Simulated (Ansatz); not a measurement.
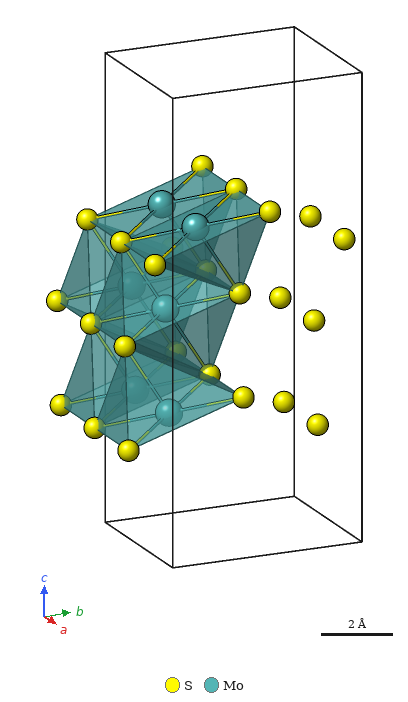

Fig. 1: The starting structure (polyhedral view of the 2 × 1 repeat of the cell, with the vacuum cut short, seen slightly off an axis; polyhedra are completed across the faces of the cell). An atom can appear more than once, as a periodic image.

**Geometry relaxation, with input and output: MoS₂ (part 1 of 3)**

MoS₂ (slab, 9 atoms in the cell), computed with DFT PBEsol, scalar-relativistic, plane waves, PAW, no spin polarisation (Ansatz 0.2.0).

The structure derives from an entry of the Crystallography Open Database. The input holds or restrains some coordinates. Forces given for the steps count only the free coordinates. It belongs to a series of runs on one base structure; here: clean slab, lower half held.

### The input
```yaml
crystal:
  lattice:
    - [3.1204068985, 0.0, 0.0]
    - [-1.5602034492, 6.1523257957, 0.0]
    - [0.0, 0.0, 23.6597815141]
  atoms:
    - { symbol: S, position: [0.8927216587, 0.7854433174, 0.359259446] }
    - { symbol: Mo, position: [0.5321553929, 0.0643107859, 0.3870137636] }
    - { symbol: S, position: [0.1715891272, 0.3431782543, 0.4147680811] }
    - { symbol: S, position: [0.4248770516, 0.8497541032, 0.4722456824] }
    - { symbol: Mo, position: [0.0643107859, 0.1286215717, 0.5] }
    - { symbol: S, position: [0.7037445201, 0.4074890402, 0.5277543176] }
    - { symbol: S, position: [0.9570324445, 0.9140648891, 0.5852319189] }
    - { symbol: Mo, position: [0.5964661788, 0.1929323576, 0.6129862364] }
    - { symbol: S, position: [0.235899913, 0.471799826, 0.640740554] }
basis:
  ecutwfc: 420
kpoints:
  mp_grid: { grid: [10, 5, 1] }
hamiltonian:
  xc: pbesol
scf:
  occupations: { method: gaussian, width: 0.1 }
output:
  forces: true
  eigenvalues: true
  write_density: true
  write_potential: true
  elf: true
  volumetric_format: npy
relax:
  adjacent_minimum: "off"
  f_tol: 0.03
  max_steps: 70
  constraints: [{ sites: [0, 1, 2, 3] }]
efield:
  axis: 3
  dipole_correction: true
  ramp_width: 0.04
```

Machine: 4 threads of Intel Xeon @ 2.50GHz (Skylake/Cascade Lake), 32 GiB of memory available, shared host.

Launch command:
```bash
ansatz run input.yaml --threads 4 --pin off --max-ram 10240MiB --backend cpu --events-out ev --progress --plain --runs-dir out
```

### The program's output
```
Warning: crystal.symmetry: narrowed to the stabiliser of the k-point mesh — unitary ops 2 → 1; excluded 1 operation that carries a point of the 10×5×1 mesh (shift [0, 0, 0]) off the mesh (the run samples exactly the mesh kpoints.mp_grid names, as under crystal.symmetry.detect: false, and its converged state has the mesh's symmetry, not the crystal's; ε∞, the Born charges and the force constants of a linear response (`dielectric:` by the response, `phonons.method: dfpt`) are averaged over those of the crystal's operations that the state keeps within a tolerance, where `mesh_tensors`, `unaveraged_element` or `gamma_mean_max_change_ev_ang2` stands beside them; a row that `dielectric.field_direction` solves alone is averaged likewise, with nothing beside; a Γ-centred mesh of equal divisions is mapped onto itself by every operation and keeps the whole group, as does a half-shifted one under kpoints.further_shifts: images)
Engine: ansatz 0.2.0, x86_64-unknown-linux-gnu
Pseudopotentials: kind: paw
Pseudopotential: S, paw, valence charge 6, recommended cutoff 420 eV (normal), S.paw.azcp
Pseudopotential: Mo, paw, valence charge 14, recommended cutoff 420 eV (normal), Mo.paw.azcp
Functional definition: PBEsol
  exchange = pbesol_x
  correlation = pbesol_c
Crystal: 9 atoms, lattice volume = 454.215 Å³
Basis set: ecut = 420 eV, 8891 PW (Γ), exchange–correlation on 48×90×320 points (8 copies of the dense FFT grid, shifted against one another)
Bands: 48, of which v1, the nominal top of the filled ones, is band 39 counted from 1 (38 counted from 0)
Symmetry: 1 space group operations
k-points: 26 of 50 (time reversal used)
Non-local potential: S, projectors of the file, l = 0: 2, l = 1: 2, l = 2: 2
Non-local potential: Mo, projectors of the file, l = 0: 3, l = 1: 2, l = 2: 2, l = 3: 1
PAW form: soft (Blöchl's): semilocal exchange-correlation on the pseudo side does not see the compensation charge
PAW frozen core: S, regenerated for the run's functional, and the local potential with it (the file was generated under x = pbe(κ = 0.804, μ = 0.2195149727645171), c = pbe(β = 0.06672455060314922))
PAW frozen core: Mo, regenerated for the run's functional, and the local potential with it (the file was generated under x = pbe(κ = 0.804, μ = 0.2195149727645171), c = pbe(β = 0.06672455060314922))
PAW one-centre angular grid: S, 110 points (default); XC on 64 Gauss nodes
PAW one-centre angular grid: Mo, 590 points (default); XC on 64 Gauss nodes
Initial density: superposition of atomic densities (neutral atoms: chi_scale 0, normalization atom), corrected by the library's trained network
Initial wavefunctions: pseudopotential atomic-orbital guess
Functional: x = pbesol(κ = 0.804, μ = 0.12345679012345678), c = pbesol(β = 0.046)
SCF iter   1: F=—  HF=-20005.200663 eV  |F-HF|=—  |Δ(HF+E_count)|=         —  Δρ=6.21e-3  dr2=2.00e-1  ethr=1.77e-3  p=0.000 e·Å  D=1.99e-11 V/Å  ΔV_dip=-0.00 eV  dr2_dipole=1.47e-7  V_vac-E_F(+/−)=4.50/4.50 eV  ⟨swp⟩=8.9  Hψ=6055  notcnv=0
efield: sawtooth ramp at fractional position 0.9800 (placed from the atoms, in the widest stretch of the axis that holds none; the zero of the levels goes with the place), width 0.0400; the density the first Hamiltonian is built on has a dipole p = 0.000 e·Å; the dipole correction subtracts the counter field D = 1.99e-11 V/Å, which shifts the + side's vacuum level by -0.00 eV against the − side's; the planar-averaged density in the ramp window peaks in size at 6.0e-6 e/Å³
preconditioner: auto → LDOS  [metal: Δε(μ)=0.044 eV  Ē_g=6.868 eV  σ=0.100 eV  W_gap=0.24  n_scr=40 (ndim 8)  ℏωp=12.8 eV  f_vac=0.596  D(μ)=7.01/eV (n_scr^D=30)  β→1.0]
SCF iter   2: F=—  HF=-20005.165868 eV  |F-HF|=—  |Δ(HF+E_count)|=   3.48e-2  Δρ=2.97e-3  dr2=4.42e-2  ethr=2.56e-4  p=-0.000 e·Å  D=-1.13e-5 V/Å  ΔV_dip=0.00 eV  dr2_dipole=1.18e-6  V_vac-E_F(+/−)=4.88/4.88 eV  ⟨swp⟩=2.2  Hψ=2387  notcnv=0  defer=23
SCF iter   3: F=—  HF=-20005.160578 eV  |F-HF|=—  |Δ(HF+E_count)|=   5.29e-3  Δρ=9.75e-4  dr2=8.47e-3  ethr=5.67e-5  p=0.000 e·Å  D=9.28e-6 V/Å  ΔV_dip=-0.00 eV  dr2_dipole=2.97e-8  V_vac-E_F(+/−)=4.83/4.83 eV  ⟨swp⟩=2.0  Hψ=1933  notcnv=0  defer=23
SCF iter   4: F=—  HF=-20005.159411 eV  |F-HF|=—  |Δ(HF+E_count)|=   1.17e-3  Δρ=3.07e-4  dr2=8.69e-4  ethr=1.09e-5  p=-0.000 e·Å  D=-1.47e-7 V/Å  ΔV_dip=0.00 eV  dr2_dipole=2.20e-10  V_vac-E_F(+/−)=4.87/4.87 eV  ⟨swp⟩=2.1  Hψ=1819  notcnv=0  defer=23
SCF iter   5: F=—  HF=-20005.159299 eV  |F-HF|=—  |Δ(HF+E_count)|=   1.12e-4  Δρ=9.94e-5  dr2=9.40e-5  ethr=1.11e-6  p=0.000 e·Å  D=2.15e-6 V/Å  ΔV_dip=-0.00 eV  dr2_dipole=3.76e-11  V_vac-E_F(+/−)=4.88/4.88 eV  ⟨swp⟩=2.2  Hψ=1959  notcnv=0  defer=23
SCF iter   6: F=-20005.159302 eV  HF=-20005.159304 eV  |F-HF|=2.08e-6  |Δ(HF+E_count)|=   4.97e-6  Δρ=2.52e-5  dr2=5.98e-6  ethr=2.88e-8  p=-0.000 e·Å  D=-3.12e-7 V/Å  ΔV_dip=0.00 eV  dr2_dipole=8.55e-11  V_vac-E_F(+/−)=4.89/4.89 eV  ⟨swp⟩=19.8  Hψ=14032  notcnv=0
SCF 1 converged in 6 iterations: F = -20005.159302 eV  dr2 = 5.98e-6
  Residual-converged pass: ⟨swp⟩=1.0  Hψ=1353  notcnv=0  max |occ|·‖R‖ = 7.1e-9 eV (tolerance 1.0e-8 eV)  dr2=5.98e-6  dr2_onsite=7.15e-8  max |Δocc| = 9.0e-11
  greatest PAW one-centre occupation: 0.999 electrons in one spin orbital (limit 2), on the Mo atom at site 4 (counted from 0), in its partial waves of l = 0
relax step   1: F+E_penalty+E_count = -20005.15930187 eV  Δ(F+E_penalty+E_count) = +0.000e0 eV  max|allowed force component| = 2.682e0 eV/Å  Δτ_max = 0.0000 Å  (6 SCF iters, dr2 threshold 2.25e-5 eV, accepted)
Initial density: handed on by an earlier stage of this run
Initial wavefunctions: those handed on with the density
iter 1 solved again at ethr=1.61e-3 eV; its pass at ethr=3.10e-3 eV (dr2=1.25e0 eV) is discarded
SCF iter   1: F=—  HF=-20005.931943 eV  |F-HF|=—  |Δ(HF+E_count)|=         —  Δρ=8.89e-3  dr2=1.29e0  ethr=1.61e-3  p=-0.000 e·Å  D=-2.93e-7 V/Å  ΔV_dip=0.00 eV  dr2_dipole=3.94e-1  V_vac-E_F(+/−)=4.90/4.90 eV  ⟨swp⟩=1.0  Hψ=4609  notcnv=0  defer=30
efield: sawtooth ramp at fractional position 0.9800 (handed on by an earlier solve), width 0.0400; the density the first Hamiltonian is built on has a dipole p = -0.000 e·Å; the dipole correction subtracts the counter field D = -2.93e-7 V/Å, which shifts the + side's vacuum level by +0.00 eV against the − side's; the planar-averaged density in the ramp window peaks in size at 6.6e-7 e/Å³
preconditioner: auto → LDOS  [metal: Δε(μ)=0.005 eV  Ē_g=7.036 eV  σ=0.100 eV  W_gap=0.03  n_scr=40 (ndim 8)  ℏωp=12.8 eV  f_vac=0.598  D(μ)=6.11/eV (n_scr^D=28)  β→1.0]
SCF iter   2: F=—  HF=-20005.880786 eV  |F-HF|=—  |Δ(HF+E_count)|=   5.12e-2  Δρ=4.95e-3  dr2=3.80e-1  ethr=1.61e-3  p=-0.053 e·Å  D=-2.10e-2 V/Å  ΔV_dip=0.50 eV  dr2_dipole=8.60e-2  V_vac-E_F(+/−)=5.31/4.81 eV  ⟨swp⟩=2.3  Hψ=1796  notcnv=0  defer=30
SCF iter   3: F=—  HF=-20005.852181 eV  |F-HF|=—  |Δ(HF+E_count)|=   2.86e-2  Δρ=1.61e-3  dr2=7.10e-2  ethr=4.87e-4  p=-0.035 e·Å  D=-1.38e-2 V/Å  ΔV_dip=0.33 eV  dr2_dipole=1.96e-2  V_vac-E_F(+/−)=5.18/4.85 eV  ⟨swp⟩=2.3  Hψ=1972  notcnv=0  defer=30
SCF iter   4: F=—  HF=-20005.849481 eV  |F-HF|=—  |Δ(HF+E_count)|=   2.70e-3  Δρ=6.60e-4  dr2=1.11e-2  ethr=9.11e-5  p=-0.039 e·Å  D=-1.56e-2 V/Å  ΔV_dip=0.37 eV  dr2_dipole=2.87e-3  V_vac-E_F(+/−)=5.22/4.85 eV  ⟨swp⟩=1.6  Hψ=1481  notcnv=0  defer=30
SCF iter   5: F=—  HF=-20005.849089 eV  |F-HF|=—  |Δ(HF+E_count)|=   3.92e-4  Δρ=2.68e-4  dr2=1.05e-3  ethr=1.42e-5  p=-0.040 e·Å  D=-1.59e-2 V/Å  ΔV_dip=0.38 eV  dr2_dipole=1.50e-4  V_vac-E_F(+/−)=5.23/4.85 eV  ⟨swp⟩=1.8  Hψ=1486  notcnv=0  defer=30
SCF iter   6: F=-20005.849017 eV  HF=-20005.849090 eV  |F-HF|=7.37e-5  |Δ(HF+E_count)|=   1.50e-6  Δρ=8.71e-5  dr2=8.96e-5  ethr=1.28e-7  p=-0.040 e·Å  D=-1.60e-2 V/Å  ΔV_dip=0.38 eV  dr2_dipole=8.53e-6  V_vac-E_F(+/−)=5.23/4.85 eV  ⟨swp⟩=21.6  Hψ=14491  notcnv=0
SCF 2 converged in 6 iterations: F = -20005.849017 eV  dr2 = 8.96e-5
  greatest PAW one-centre occupation: 0.999 electrons in one spin orbital (limit 2), on the Mo atom at site 7 (counted from 0), in its partial waves of l = 0
relax step   2: F+E_penalty+E_count = -20005.84901669 eV  Δ(F+E_penalty+E_count) = -6.897e-1 eV  max|allowed force component| = 1.129e0 eV/Å  Δτ_max = 0.1947 Å  (6 SCF iters, dr2 threshold 1.00e-4 eV, accepted)
iter 1 solved again at ethr=2.87e-4 eV; its pass at ethr=3.10e-3 eV (dr2=2.24e-1 eV) is discarded
SCF iter   1: F=—  HF=-20006.188737 eV  |F-HF|=—  |Δ(HF+E_count)|=         —  Δρ=7.63e-3  dr2=2.20e-1  ethr=2.87e-4  p=-0.040 e·Å  D=-1.60e-2 V/Å  ΔV_dip=0.38 eV  dr2_dipole=4.22e-3  V_vac-E_F(+/−)=5.22/4.84 eV  ⟨swp⟩=2.0  Hψ=4967  notcnv=0  defer=38
efield: sawtooth ramp at fractional position 0.9800 (handed on by an earlier solve), width 0.0400; the density the first Hamiltonian is built on has a dipole p = -0.040 e·Å; the dipole correction subtracts the counter field D = -1.60e-2 V/Å, which shifts the + side's vacuum level by +0.38 eV against the − side's; the planar-averaged density in the ramp window peaks in size at 2.9e-6 e/Å³
preconditioner: auto → LDOS  [metal: Δε(μ)=0.051 eV  Ē_g=7.097 eV  σ=0.100 eV  W_gap=0.28  n_scr=40 (ndim 8)  ℏωp=12.8 eV  f_vac=0.597  D(μ)=4.65/eV (n_scr^D=24)  β→1.0]
SCF iter   2: F=—  HF=-20006.185313 eV  |F-HF|=—  |Δ(HF+E_count)|=   3.42e-3  Δρ=4.52e-3  dr2=2.27e-1  ethr=2.82e-4  p=-0.102 e·Å  D=-4.05e-2 V/Å  ΔV_dip=0.96 eV  dr2_dipole=1.51e-2  V_vac-E_F(+/−)=5.79/4.83 eV  ⟨swp⟩=3.0  Hψ=2525  notcnv=0  defer=38
SCF iter   3: F=—  HF=-20006.134248 eV  |F-HF|=—  |Δ(HF+E_count)|=   5.11e-2  Δρ=1.26e-3  dr2=2.49e-2  ethr=2.82e-4  p=-0.055 e·Å  D=-2.20e-2 V/Å  ΔV_dip=0.52 eV  dr2_dipole=2.13e-3  V_vac-E_F(+/−)=5.37/4.84 eV  ⟨swp⟩=2.9  Hψ=2333  notcnv=0  defer=38
SCF iter   4: F=—  HF=-20006.129393 eV  |F-HF|=—  |Δ(HF+E_count)|=   4.86e-3  Δρ=2.95e-4  dr2=5.54e-4  ethr=3.19e-5  p=-0.066 e·Å  D=-2.62e-2 V/Å  ΔV_dip=0.62 eV  dr2_dipole=1.96e-5  V_vac-E_F(+/−)=5.46/4.84 eV  ⟨swp⟩=2.0  Hψ=1913  notcnv=0  defer=38
SCF iter   5: F=—  HF=-20006.129277 eV  |F-HF|=—  |Δ(HF+E_count)|=   1.16e-4  Δρ=8.26e-5  dr2=5.30e-5  ethr=7.11e-7  p=-0.066 e·Å  D=-2.63e-2 V/Å  ΔV_dip=0.62 eV  dr2_dipole=4.78e-6  V_vac-E_F(+/−)=5.47/4.85 eV  ⟨swp⟩=2.5  Hψ=2198  notcnv=0  defer=38
SCF iter   6: F=-20006.129275 eV  HF=-20006.129280 eV  |F-HF|=4.74e-6  |Δ(HF+E_count)|=   2.63e-6  Δρ=3.60e-5  dr2=1.08e-5  ethr=6.79e-8  p=-0.066 e·Å  D=-2.64e-2 V/Å  ΔV_dip=0.63 eV  dr2_dipole=4.56e-7  V_vac-E_F(+/−)=5.47/4.85 eV  ⟨swp⟩=22.5  Hψ=13878  notcnv=0
SCF 3 converged in 6 iterations: F = -20006.129275 eV  dr2 = 1.08e-5
  Residual-converged pass: ⟨swp⟩=1.0  Hψ=1352  notcnv=0  max |occ|·‖R‖ = 7.1e-9 eV (tolerance 1.0e-8 eV)  dr2=1.08e-5  dr2_onsite=1.58e-7  max |Δocc| = 9.8e-11
relax step   3: F+E_penalty+E_count = -20006.12927491 eV  Δ(F+E_penalty+E_count) = -2.803e-1 eV  max|allowed force component| = 8.934e-1 eV/Å  Δτ_max = 0.1950 Å  (6 SCF iters, dr2 threshold 7.97e-5 eV, accepted)
SCF iter   1: F=—  HF=-20006.228667 eV  |F-HF|=—  |Δ(HF+E_count)|=         —  Δρ=3.01e-3  dr2=6.25e-2  ethr=1.56e-3  p=-0.066 e·Å  D=-2.64e-2 V/Å  ΔV_dip=0.63 eV  dr2_dipole=1.87e-3  V_vac-E_F(+/−)=5.48/4.85 eV  ⟨swp⟩=4.1  Hψ=2762  notcnv=0  defer=32
efield: sawtooth ramp at fractional position 0.9800 (handed on by an earlier solve), width 0.0400; the density the first Hamiltonian is built on has a dipole p = -0.066 e·Å; the dipole correction subtracts the counter field D = -2.64e-2 V/Å, which shifts the + side's vacuum level by +0.63 eV against the − side's; the planar-averaged density in the ramp window peaks in size at 1.8e-6 e/Å³
preconditioner: auto → LDOS  [metal: Δε(μ)=0.049 eV  Ē_g=7.095 eV  σ=0.100 eV  W_gap=0.27  n_scr=40 (ndim 8)  ℏωp=12.8 eV  f_vac=0.595  D(μ)=4.43/eV (n_scr^D=24)  β→1.0]
SCF iter   2: F=—  HF=-20006.227229 eV  |F-HF|=—  |Δ(HF+E_count)|=   1.44e-3  Δρ=2.08e-3  dr2=6.98e-2  ethr=8.02e-5  p=-0.077 e·Å  D=-3.06e-2 V/Å  ΔV_dip=0.72 eV  dr2_dipole=3.50e-3  V_vac-E_F(+/−)=5.58/4.86 eV  ⟨swp⟩=3.0  Hψ=2787  notcnv=0  defer=32
SCF iter   3: F=—  HF=-20006.214425 eV  |F-HF|=—  |Δ(HF+E_count)|=   1.28e-2  Δρ=6.29e-4  dr2=4.27e-3  ethr=8.02e-5  p=-0.066 e·Å  D=-2.64e-2 V/Å  ΔV_dip=0.62 eV  dr2_dipole=3.00e-5  V_vac-E_F(+/−)=5.48/4.85 eV  ⟨swp⟩=2.0  Hψ=1805  notcnv=0  defer=32
SCF iter   4: F=—  HF=-20006.213334 eV  |F-HF|=—  |Δ(HF+E_count)|=   1.09e-3  Δρ=1.68e-4  dr2=3.41e-4  ethr=5.48e-6  p=-0.069 e·Å  D=-2.77e-2 V/Å  ΔV_dip=0.65 eV  dr2_dipole=1.25e-5  V_vac-E_F(+/−)=5.50/4.85 eV  ⟨swp⟩=2.5  Hψ=2253  notcnv=0  defer=32
SCF iter   5: F=-20006.213248 eV  HF=-20006.213268 eV  |F-HF|=2.02e-5  |Δ(HF+E_count)|=   6.62e-5  Δρ=4.67e-5  dr2=2.69e-5  ethr=1.28e-7  p=-0.069 e·Å  D=-2.75e-2 V/Å  ΔV_dip=0.65 eV  dr2_dipole=1.68e-6  V_vac-E_F(+/−)=5.50/4.85 eV  ⟨swp⟩=19.8  Hψ=14444  notcnv=0
SCF 4 converged in 5 iterations: F = -20006.213248 eV  dr2 = 2.69e-5
relax step   4: F+E_penalty+E_count = -20006.21324777 eV  Δ(F+E_penalty+E_count) = -8.397e-2 eV  max|allowed force component| = 6.993e-1 eV/Å  Δτ_max = 0.2000 Å  (5 SCF iters, dr2 threshold 1.00e-4 eV, accepted)
```
